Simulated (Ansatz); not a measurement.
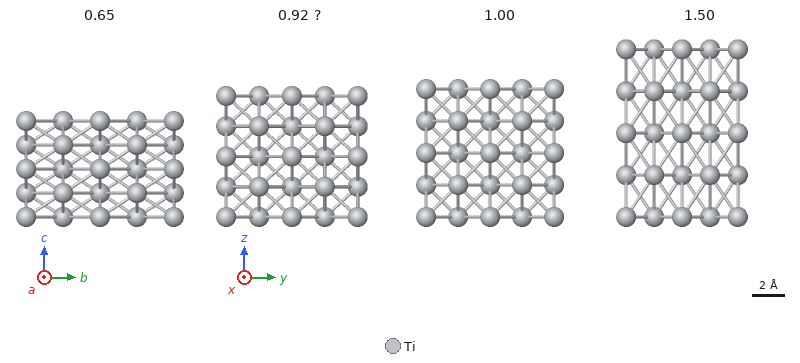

Energy scan for a crystal of Ti (Fm-3m), in which the ratio of the cell's length along z to its lengths across, counted as 1 for the reference, is changed at fixed volume (a tetragonal or Bain path), with the atoms kept at their fractional coordinates. x, y and z are the Cartesian axes of the input. The picture is a ball-and-stick view of the conventional cell (4 times the calculation's cell), repeated 2 × 2 × 2 with one cell outlined, seen along the a axis. Lengths and directions refer to the drawn axes.

These are results of Ansatz 0.2.0, DFT PBEsol, scalar-relativistic, plane waves, PAW, not measurements. (plane-wave cutoff 420 eV; k-point mesh 22 × 22 × 22; occupations gaussian; smearing width 0.15 eV; no spin polarisation). Energies (free energies at the smearing named) are counted from the cell as listed in its source, which wasn't relaxed.

```
axial ratio over its reference value  energy change (meV/atom)
                               0.650                      38.5
                               0.707                      45.7
                               0.780                      39.8
                               0.850                      24.6
                               0.920                         ?
                               0.960                       2.0
                               1.000                       0.0
                               1.050                       2.8
                               1.100                      10.0
                               1.200                      34.5
                               1.300                      74.8
                               1.414                     144.2
                               1.500                     220.5
```

Fill in the missing row.

Answer. A straight line between the two neighbours gives 10.2 meV/atom. A cubic through the four nearest rows (0.780, 0.850, 0.960, 1.000) gives, with Lagrange weights, (−0.0808)(39.8) + (0.3879)(24.6) + (0.9899)(2.0) + (−0.2970)(0.0) = 8.3 meV/atom. The calculation gives 7.9 meV/atom, so the cubic is 0.4 meV/atom too high and the straight line 2.3 meV/atom too high, as the curve bends upwards here.

The whole profile:

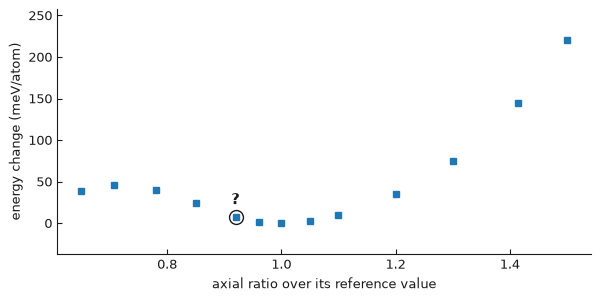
